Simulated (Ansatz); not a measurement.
# Cu12H (slab): what the fields show

```xyz
13
Lattice="5.0378 0.0000 0.0000 0.0000 5.0378 0.0000 0.0000 0.0000 20.6623" Properties=species:S:1:pos:R:3 pbc="T T T"
Cu    1.2595    1.2595    4.0000
Cu    1.2595    3.7784    4.0000
Cu    3.7784    1.2595    4.0000
Cu    3.7784    3.7784    4.0000
Cu    0.0000    0.0000    5.7811
Cu    0.0000    2.5189    5.7811
Cu    2.5189    0.0000    5.7811
Cu    2.5189    2.5189    5.7811
Cu    1.2595    1.2595    7.5622
Cu    1.2595    3.7784    7.5622
Cu    3.7784    1.2595    7.5622
Cu    3.7784    3.7784    7.5622
H     2.0991    2.5189   10.3623
```

A point of a scan over the structure, not its minimum; not relaxed (largest force 1.1 eV/Å); computed without spin polarisation; PAW files of the earlier set (soft_1).

Computed with DFT PBE+D3(BJ), scalar-relativistic, plane waves, PAW in Ansatz.

Core electrons are frozen (PAW), and the valence fields are smoothed inside the atomic spheres.

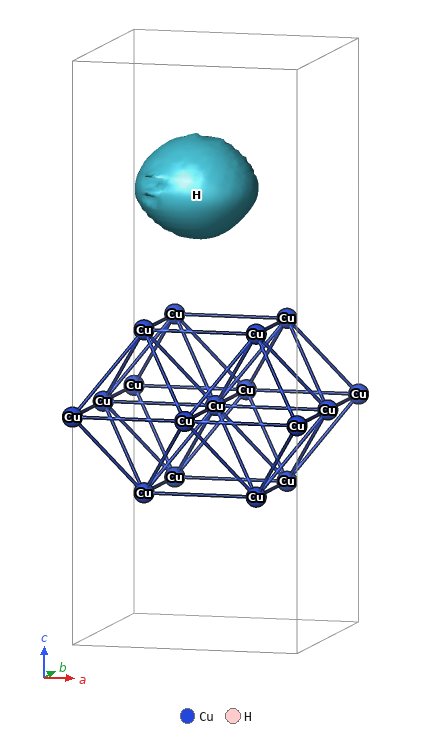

Figure 1. Isosurface of the electron localisation function at 0.9 (cyan), seen slightly off an axis. Only the valence region is drawn (cores and ρ < 0.01 e/Å³ removed). Sticks mark near contacts.

Question: Identify the bonds, lone pairs and shells in this picture.

Answer: At this value the surface marks out one region around a hydrogen nucleus, counted in one cell of 13 atoms. Counts are for one cell; the picture repeats the cell along the surface. Along the contacts the grid gives the following. Cu–Cu (2.52 Å): the ELF is about 0.20 at the midpoint: no localised pair shows between them. Cu–H (3.18 Å): the ELF climbs to about 1 towards the hydrogen.

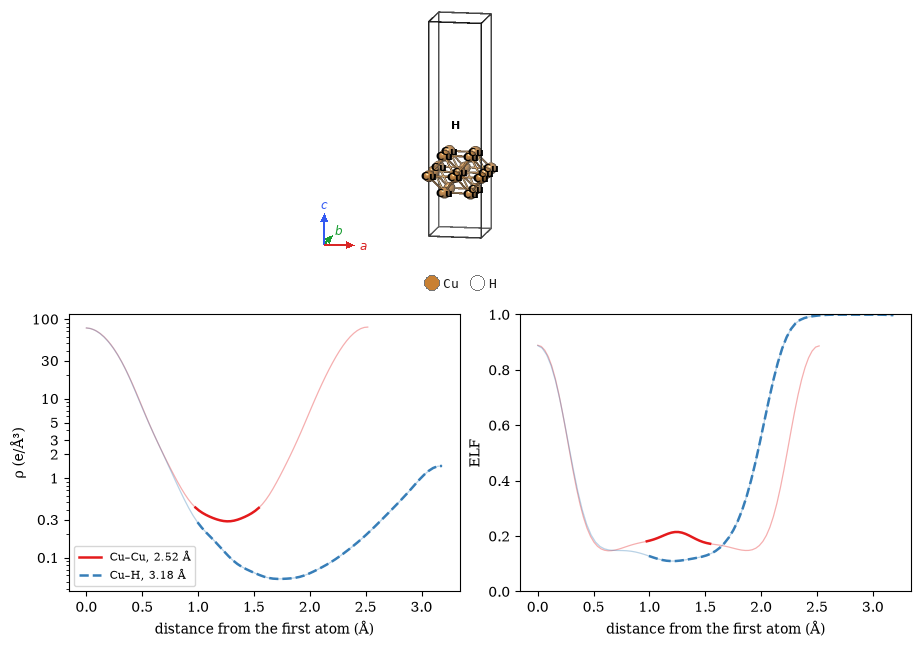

Figure 2. Valence pseudo-density and electron localisation function along straight lines between neighbouring atoms. Thin, pale parts lie inside the atomic spheres. The structure is drawn too.

Question: Compare the contacts.

Answer: Cu–Cu (2.52 Å): ρ at the midpoint is about 0.29 e/Å³; the ELF is about 0.20 at the midpoint; no localised pair shows between them.
Cu–H (3.18 Å): the density is about 0.06 e/Å³ at the midpoint; the ELF climbs to about 1 towards the hydrogen.

Question: Does the calculation give a band gap?

Answer: It is gapless in this calculation (a metal or semimetal).
